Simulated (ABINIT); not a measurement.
# How KI absorbs and reflects light

Wanted: where KI starts to absorb, how strongly, and its refractive index.

Program: ABINIT 10.8.3. Level of theory: DFT, PBE, plane waves with norm-conserving potentials (PseudoDojo), scalar-relativistic, independent-particle linear optical response without local fields. Results are calculated unless marked as measured.

### 1. The structure

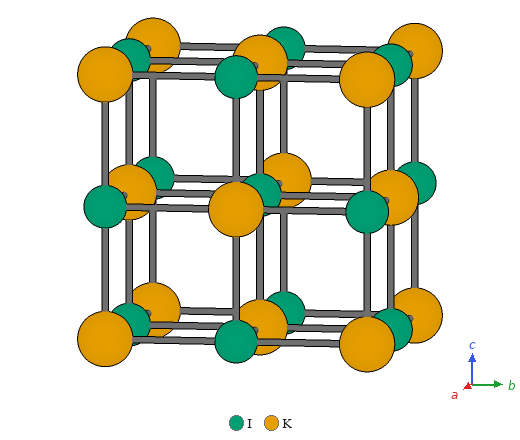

The starting structure, seen slightly off an axis (iodine teal, potassium orange). This picture shows the conventional cell, with its axes. Some periodic images of atoms are drawn too.

Structure file:

```cif
data_structure
_symmetry_space_group_name_H-M 'P 1'
_symmetry_Int_Tables_number 1
_cell_length_a 4.9961
_cell_length_b 4.9961
_cell_length_c 4.9961
_cell_angle_alpha 60.000
_cell_angle_beta 60.000
_cell_angle_gamma 60.000
_cell_volume 88.18
loop_
_atom_site_label
_atom_site_type_symbol
_atom_site_fract_x
_atom_site_fract_y
_atom_site_fract_z
_atom_site_occupancy
I1 I 0.50000 0.50000 0.50000 1
K2 K 0.00000 0.00000 0.00000 1
```

### 2. Ground state, bands and velocity matrix elements

The self-consistent density comes first; it also tells whether there is a gap, which decides the occupations and the need for a Drude term.

This step: DFT, PBE, plane waves with norm-conserving potentials (PseudoDojo), scalar-relativistic, ground state, bands at fixed density and velocity matrix elements (ABINIT 10.8.3).

Input file run.abi:

```
# ground state, bands on a dense mesh, and the derivatives d/dk of the wave functions
ndtset 3

ngkpt1 6 6 6
shiftk1 0.0 0.0 0.0
tolvrs1 1.0d-12
nband1 12
prtden1 1

iscf2 -2
getden2 1
ngkpt2 9 9 9
shiftk2 0.0 0.0 0.0
kptopt2 1
nband2 46
nbdbuf2 4
tolwfr2 1.0d-14

optdriver3 8
wfk_task3 "wfk_ddk"
prtevk3 1
getwfk3 2
getden3 1
iscf3 -2
ngkpt3 9 9 9
shiftk3 0.0 0.0 0.0
kptopt3 1
nband3 46

nshiftk 1
occopt 3
tsmear 0.001837
ecut 35.0
nstep 80
iomode 3
chksymbreak 0
chkprim 0
chksymtnons 0
acell 3*1.0 Angstrom
rprim
  0.000000000000 3.532775000000 3.532775000000
  3.532775000000 0.000000000000 3.532775000000
  3.532775000000 3.532775000000 0.000000000000
natom 2
ntypat 2
znucl 53 19
typat 1 2
xred
  0.500000000000 0.500000000000 0.500000000000
  0.000000000000 0.000000000000 0.000000000000
pseudos "I.upf, K.upf"
```

The run is started by

```sh
$ mpirun -n 4 abinit run.abi
```

Numbers of over 12 decimals in the logs are rounded to 6 here.

The program printed:

```text
DATASET    1 : space group Fm -3 m (#225); Bravais cF (face-center cubic)
 DATASET    2 : space group Fm -3 m (#225); Bravais cF (face-center cubic)
 DATASET    3 : space group Fm -3 m (#225); Bravais cF (face-center cubic)
            ngfft          54      54      54
                         0.11111    0.11111    0.05556    0.02778    0.11111    0.05556
                         0.01389    0.11111    0.11111    0.05556
                         0.03292    0.03292    0.03292    0.03292    0.03292    0.03292
                         0.01646    0.00823    0.03292    0.03292    0.03292    0.03292
                         0.01646    0.00823    0.03292    0.03292    0.01646    0.00823
                         0.01646    0.03292    0.06584    0.06584    0.03292    0.06584
                         0.06584    0.03292    0.03292    0.03292    0.03292
                         0.03292    0.03292    0.03292    0.03292    0.03292    0.03292
                         0.01646    0.00823    0.03292    0.03292    0.03292    0.03292
                         0.01646    0.00823    0.03292    0.03292    0.01646    0.00823
                         0.01646    0.03292    0.06584    0.06584    0.03292    0.06584
                         0.06584    0.03292    0.03292    0.03292    0.03292
== DATASET  1 ==================================================================
 Real(R)+Recip(G) space primitive vectors, cartesian coordinates (Bohr,Bohr^-1):
 R(1)=  0.0000000  6.6759772  6.6759772  G(1)= -0.0748954  0.0748954  0.0748954
 R(2)=  6.6759772  0.0000000  6.6759772  G(2)=  0.0748954 -0.0748954  0.0748954
 R(3)=  6.6759772  6.6759772  0.0000000  G(3)=  0.0748954  0.0748954 -0.0748954
 Unit cell volume ucvol=  5.9507887E+02 bohr^3
 Angles (23,13,12)=  6.00000000E+01  6.00000000E+01  6.00000000E+01 degrees
 getcut: wavevector=  0.0000  0.0000  0.0000  ngfft=  54  54  54
     iter   Etot(hartree)      deltaE(h)  residm     vres2
 ETOT  1  -43.085949402327    -4.309E+01 1.996E-02 9.083E+01
 ETOT  2  -43.102452727280    -1.650E-02 7.382E-03 4.075E+00
 ETOT  3  -43.102564495771    -1.118E-04 2.189E-03 6.243E-01
 ETOT  4  -43.102572903215    -8.407E-06 9.069E-04 8.053E-02
 ETOT  5  -43.102574318043    -1.415E-06 6.979E-04 1.393E-03
 ETOT  6  -43.102574422813    -1.048E-07 2.948E-04 8.878E-05
 ETOT  7  -43.102574425073    -2.260E-09 2.457E-04 3.415E-06
 ETOT  8  -43.102574425195    -1.224E-10 1.002E-04 1.044E-07
 ETOT  9  -43.102574425203    -7.390E-12 1.317E-04 1.028E-09
 ETOT 10  -43.102574425199     3.929E-12 9.533E-05 2.759E-11
 ETOT 11  -43.102574425203    -4.704E-12 9.708E-05 1.219E-12
 ETOT 12  -43.102574425203     1.066E-13 1.004E-04 6.745E-14
 At SCF step   12       vres2   =  6.74E-14 < tolvrs=  1.00E-12 =>converged.
 Cartesian components of stress tensor (hartree/bohr^3)
  sigma(1 1)= -1.93324331E-05  sigma(3 2)=  0.00000000E+00
  sigma(2 2)= -1.93324331E-05  sigma(3 1)=  0.00000000E+00
  sigma(3 3)= -1.93324331E-05  sigma(2 1)=  0.00000000E+00
 Mean square residual over all n,k,spin=   94.948E-08; max=  10.038E-05
 Fermi (or HOMO) energy (hartree) =   0.10400   Average Vxc (hartree)=  -0.26575
 Eigenvalues (hartree) for nkpt=  16  k points:
 kpt#   1, nband= 12, wtk=  0.00463, kpt=  0.0000  0.0000  0.0000 (reduced coord)
  -1.04299   -0.43616   -0.43616   -0.43616   -0.38166    0.00435    0.00435    0.00435
   0.14997    0.24342    0.24342    0.24342
   2.00000    2.00000    2.00000    2.00000    2.00000    2.00000    2.00000    2.00000
   0.00000    0.00000    0.00000    0.00000
kinetic             :  1.34669193400070E+01
hartree             :  9.56442330157919E+00
xc                  : -1.04106366142858E+01
Ewald energy        : -2.74618377792638E+01
psp_core            :  7.41944137873510E-01
local_psp           : -3.51498725253895E+01
non_local_psp       :  6.14648571427618E+00
internal            : -4.31025744252033E+01
'-kT*entropy'       : -4.67491797029600E-15
total_energy        : -4.31025744252033E+01
total_energy_eV     : -1.17288080088035E+03
 Cartesian components of stress tensor (hartree/bohr^3)
  sigma(1 1)= -1.93324331E-05  sigma(3 2)=  0.00000000E+00
  sigma(2 2)= -1.93324331E-05  sigma(3 1)=  0.00000000E+00
  sigma(3 3)= -1.93324331E-05  sigma(2 1)=  0.00000000E+00
-Cartesian components of stress tensor (GPa)         [Pressure=  5.6878E-01 GPa]
== DATASET  2 ==================================================================
 Real(R)+Recip(G) space primitive vectors, cartesian coordinates (Bohr,Bohr^-1):
 R(1)=  0.0000000  6.6759772  6.6759772  G(1)= -0.0748954  0.0748954  0.0748954
 R(2)=  6.6759772  0.0000000  6.6759772  G(2)=  0.0748954 -0.0748954  0.0748954
 R(3)=  6.6759772  6.6759772  0.0000000  G(3)=  0.0748954  0.0748954 -0.0748954
 Unit cell volume ucvol=  5.9507887E+02 bohr^3
 Angles (23,13,12)=  6.00000000E+01  6.00000000E+01  6.00000000E+01 degrees
 getcut: wavevector=  0.0000  0.0000  0.0000  ngfft=  54  54  54
 Mean square residual over all n,k,spin=   50.733E-16; max=  99.893E-16
 Eigenvalues (hartree) for nkpt=  35  k points:
 kpt#   1, nband= 46, wtk=  0.00137, kpt=  0.0000  0.0000  0.0000 (reduced coord)
  -1.04299   -0.43616   -0.43616   -0.43616   -0.38166    0.00435    0.00435    0.00435
   0.14997    0.24342    0.24342    0.24342    0.26985    0.26985    0.36592    0.47509
   0.47509    0.47509    0.48175    0.48175    0.48175    0.55639    0.55639    0.63653
   0.71813    0.71813    0.71813    0.76221    0.76221    0.76221    0.80206    0.80206
   0.83164    0.83164    0.83164    0.93888    1.01370    1.01370    1.01370    1.05617
   1.06846    1.06846    1.06846    1.13393    1.13398    1.13436
== DATASET  3 ==================================================================
            ngfft          54      54      54
                         0.11111    0.11111    0.05556    0.02778    0.11111    0.05556
                         0.01389    0.11111    0.11111    0.05556
                         0.03292    0.03292    0.03292    0.03292    0.03292    0.03292
                         0.01646    0.00823    0.03292    0.03292    0.03292    0.03292
                         0.01646    0.00823    0.03292    0.03292    0.01646    0.00823
                         0.01646    0.03292    0.06584    0.06584    0.03292    0.06584
                         0.06584    0.03292    0.03292    0.03292    0.03292
                         0.03292    0.03292    0.03292    0.03292    0.03292    0.03292
                         0.01646    0.00823    0.03292    0.03292    0.03292    0.03292
                         0.01646    0.00823    0.03292    0.03292    0.01646    0.00823
                         0.01646    0.03292    0.06584    0.06584    0.03292    0.06584
                         0.06584    0.03292    0.03292    0.03292    0.03292
[shortened to cell, iterations, levels, energies and stress; the echo of variables, forces, comments, warnings and credits are left out]
```

Run time: 1.9 min. Hardware: 4 MPI ranks of Intel Xeon Platinum 8488C (Sapphire Rapids), shared host; peak memory 0.15 GiB; 7.5 min of CPU time.

Read-outs, printed or worked out from the files:

* total energy: -43.10 Ha
* gap on the k-mesh: 3.962 eV
* direct gap on the mesh: 3.962 eV

There is a gap, 3.96 eV on this mesh (points off the mesh can give less), so no carriers' term is needed.

### 3. Optical response

With the density converged, the vertical transitions are summed over the zone.

This step: DFT, PBE, plane waves with norm-conserving potentials (PseudoDojo), scalar-relativistic, independent-particle linear optical response without local fields (ABINIT 10.8.3).

Input file optic.abi:

```
&FILES
 ddkfile_1 = 'runo_DS3_1_EVK.nc',
 ddkfile_2 = 'runo_DS3_2_EVK.nc',
 ddkfile_3 = 'runo_DS3_3_EVK.nc',
 wfkfile = 'runo_DS2_WFK.nc'
/
&PARAMETERS
 broadening = 0.001837,
 domega = 0.0020212,
 maxomega = 0.80849,
 scissor = 0.0,
 tolerance = 0.002,
 nband_sum = 42
/
&COMPUTATIONS
 num_lin_comp = 1,
 lin_comp = 11,
 num_nonlin_comp = 0,
 num_linel_comp = 0,
 num_nonlin2_comp = 0
/
```

The run is started by

```sh
$ optic optic.abi
```

The program printed:

```text

 OPTIC has originally been developed by
 S. Sharma, J. K. Dewhurst and C. Ambrosch-Draxl, Phys. Rev. B 67, 165332 (2003), and
 S. Sharma and C. Ambrosch-Draxl, Physica Scripta T 109 (2004).

 rprimd(bohr)      =   0.00000   6.67598   6.67598
                       6.67598   0.00000   6.67598
                       6.67598   6.67598   0.00000
 natom             =       2
 nkpt,mband        =      35      46
 ecut              =  35.00000 Ha
 newocc: new Fermi energy is       0.055939 , with nelect=     16.000000, Number of bisection calls: 1
 Fermi level: 1.5222  (eV)

 fermie            =   0.05594 Ha   1.52216 eV
 Scissor shift     =   0.00000 Ha
 Tolerance on closeness to singularities     =   0.00200 Ha
 Smearing factor      =   0.00184 Ha
 Will use the antiresonant approximation (meaning that the antiresonant terms are neglected)
 Will not perform the bands decomposition
 linear coeffs to be calculated :
 11
 non-linear coeffs to be calculated :

 electronic part of electro-optic coeffs to be calculated :

 non-linear coeffs (V2) to be calculated :

 linear optic matrix elements will be printed :0
 optic : Call pmat2cart
 No scissor shift to be applied. Returning to main optic routine.
 optic : Call linopt
  linopt            1           1
 calculated the component:           1           1   of dielectric function
  with broadening:         (0.000000,1.83700000000000009E-003)
 and scissors shift:   0.000000
 energy window:   57.607663      eV   2.117043      Ha
 optic : Call nlinopt
 optic : Call linelop
 optic : Call nonlinopt

================================================================================

 Calculation completed.
-
program: optic
version: 10.8.3
start_datetime:
end_datetime:
overall_cpu_time:           0.2
overall_wall_time:           0.2
mpi_procs: 1
omp_threads: 1
...
```

Elapsed: 0.86 s, on 1 thread; peak memory 0.05 GiB.

Read-outs, printed or worked out from the files:

- electronic dielectric constant ε∞, mean over x, y and z (by symmetry where fewer were run): 3.231
- centre of weight of the strongest loss peak in the window: 14.24 eV

The Im ε, E ∥ x has structure finer than the step of the table below, so its rows give means over 2 eV, whole bins alone (the curve runs from 0.0550 to 21.9 eV). Peaks (eV: height): 5.6: 5.93, 5.9: 7.46, 6.2: 7.57, 6.6: 5.01, 7.3: 5.53, 7.8: 7.69, 8.4: 4.67.

Sum at mesh points, not converged in k; values under the direct gap are tails of Lorentzian lines. The Im ε, E ∥ x by photon energy; means over each step:

```
photon energy (eV)  Im ε, E ∥ x
                 2       0.0120
                 4        0.394
                 6         4.16
                 8         4.23
                10         1.22
                12        0.909
                14        0.701
                16        0.329
                18        0.542
                20         1.11
```

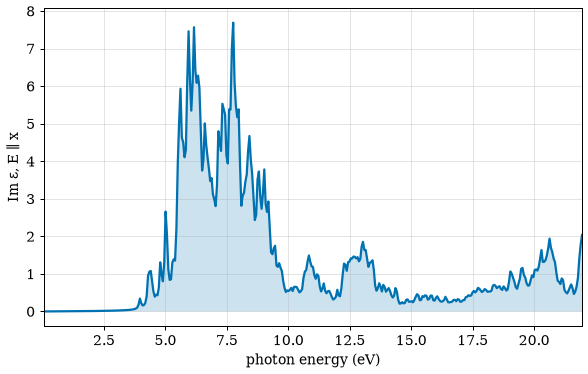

Im ε, E ∥ x, plotted against photon energy.

The reflectivity at normal incidence, E ∥ x has structure finer than the step of the table below, so its rows give means over 2 eV, whole bins alone (the curve runs from 0.0550 to 21.9 eV). Peaks (eV: height): 8.0: 44.4, 8.6: 38.2, 8.9: 35.0, 9.3: 50.6, 9.5: 50.4, 9.8: 53.5, 13.5: 33.4.

Sum at mesh points, not converged in k. Table of reflectivity at normal incidence, E ∥ x by photon energy; means over each step:

```
photon energy (eV)  reflectivity at normal incidence, E ∥ x (%)
                 2                                         9.02
                 4                                         13.4
                 6                                         23.5
                 8                                         29.0
                10                                         29.8
                12                                         8.48
                14                                         13.6
                16                                         1.42
                18                                         1.65
                20                                         6.95
```

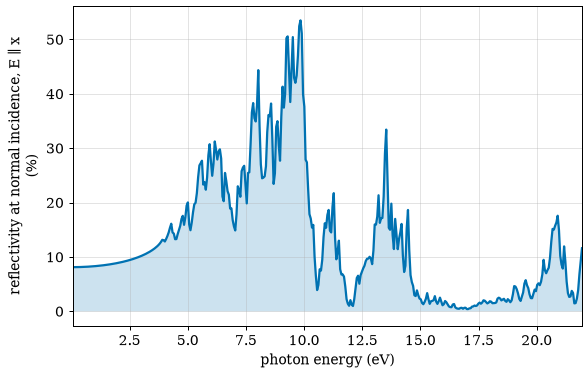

Reflectivity at normal incidence, E ∥ x against photon energy.

The loss function −Im 1/ε at q → 0, E ∥ x has structure finer than the step of the table below, so its rows give means over 1 eV, whole bins alone (the curve runs from 0.0550 to 21.9 eV). Peaks (eV: height): 10.2: 1.81, 11.3: 1.74, 11.5: 1.68, 13.6: 1.74, 13.8: 1.77, 14.2: 2.20, 14.5: 2.94.

Sum at mesh points, not converged in k; values under the direct gap are tails of Lorentzian lines. The loss function −Im 1/ε at q → 0, E ∥ x by energy loss; means over each step:

```
energy loss (eV)  loss function −Im 1/ε at q → 0, E ∥ x
               1                                 4.3e-4
               2                                 9.4e-4
               3                                0.00174
               4                                 0.0147
               5                                 0.0323
               6                                  0.113
               7                                  0.191
               8                                  0.212
               9                                  0.301
              10                                   1.06
              11                                   1.00
              12                                  0.676
              13                                  0.624
              14                                   1.65
              15                                  0.804
              16                                  0.524
              17                                  0.281
              18                                  0.361
              19                                  0.378
              20                                  0.430
              21                                  0.830
```

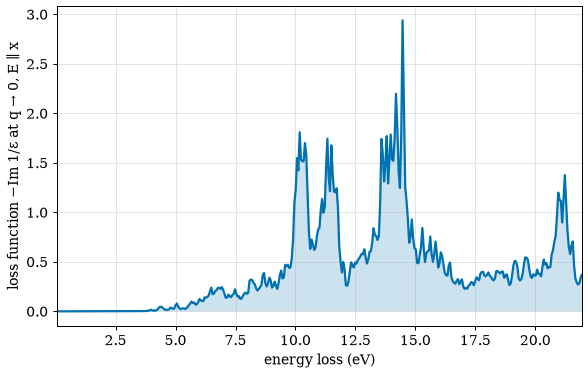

Loss function −Im 1/ε at q → 0, E ∥ x, plotted against energy loss.

From ε follow the optical constants at some laser and lamp lines:

```
wavelength (nm)     n      k  R (%)     1/α
           1550  1.81  0.001    8.2  123 µm
           1064  1.81  0.002    8.4   56 µm
            532  1.87  0.004    9.2   11 µm
            450  1.91  0.005    9.8  7.0 µm
            308  2.12  0.049   12.9  500 nm
            248  2.49  0.507   20.0   39 nm
            193  1.71  1.487   28.4   10 nm
```

Below the direct gap, k and the depth come from the tails of the Lorentzian lines, not from transitions.

Rows near the edge hang on the gap, which this functional as a rule makes too small, and phonon-assisted absorption is left out.

### 4. Results

```json
{
 "electronic dielectric constant ε∞, mean over x, y and z (by symmetry where fewer were run) (independent particles)": "3.23",
 "centre of weight of the strongest loss peak in the window, first axis": "14.2 eV"
}
```

What this shows: At this level (PBE, independent particles) KI has ε∞ = 3.23 and n = 1.81 at 1550 nm. On the mesh the gap is 3.96 eV and the least direct gap 3.96 eV. Excitons and phonon-assisted transitions are missing, and so are local fields; PBE gaps are as a rule too small, which pulls the onset down and ε∞ up. Spin-orbit coupling is left out although heavy atoms are present. The sum runs over mesh points 0.17 Å⁻¹ apart with no interpolation, so peaks are partly noise of the mesh and static values carry its error. Besides steps told in other documents, this task had 1 run with a known fault of program or setting; those not told in a step above aren't shown.

[Logs are printed without paths, hosts, clocks, repeated set-up lines and the standing remarks that a program may print on its own settings, such as how far it seeks lower states.]

[Hosts, paths, dates, database ids (printed as entryN), source tags and the programs' standing remarks are cut or masked in the printed files.]
